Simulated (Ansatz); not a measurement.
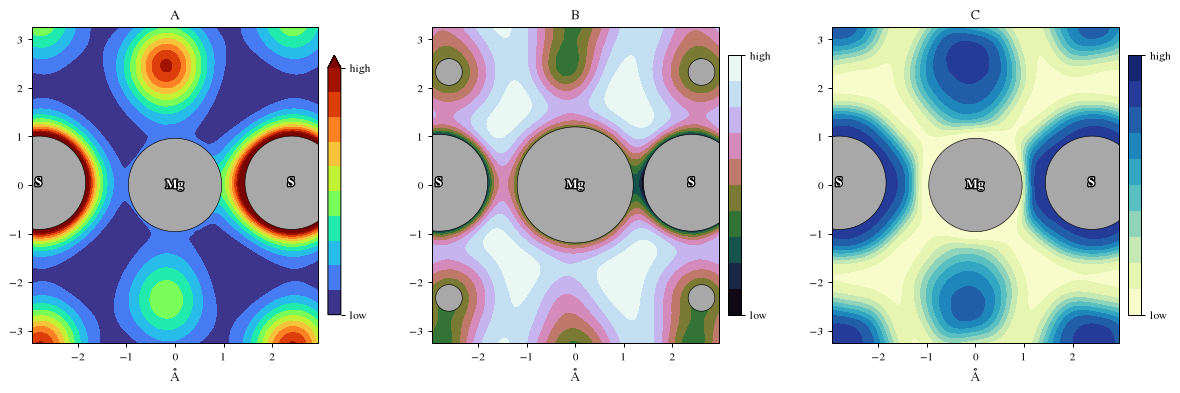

MgS: 3 fields on the (011) plane of the conventional cell, with unlabelled colour scales. Grey discs cover the atomic cores.

Space group Cm; changed on purpose from its base cell (atom 2 (S) moved by (-0.200, -0.100) A along x and y); not relaxed (largest force 0.7 eV/Å); computed pressure about 3 GPa in this cell.

Method: DFT PBE, scalar-relativistic, plane waves, PAW (Ansatz 0.2.0).

> Which field does each panel show? The fields are: electron localisation function, electrostatic potential energy of an electron and valence pseudo-density.

Panel A: valence pseudo-density. Panel B: electrostatic potential energy of an electron (low next to the atoms, rising into the space between them). Panel C: electron localisation function. From the grid: Mg–S (2.40 Å): the density is about 0.39 e/Å³ at the midpoint; the ELF peaks at about 0.90 in the valence shell of S, 0.9 Å from its nucleus, and falls to about 0.05 next to Mg (a largely ionic contact).
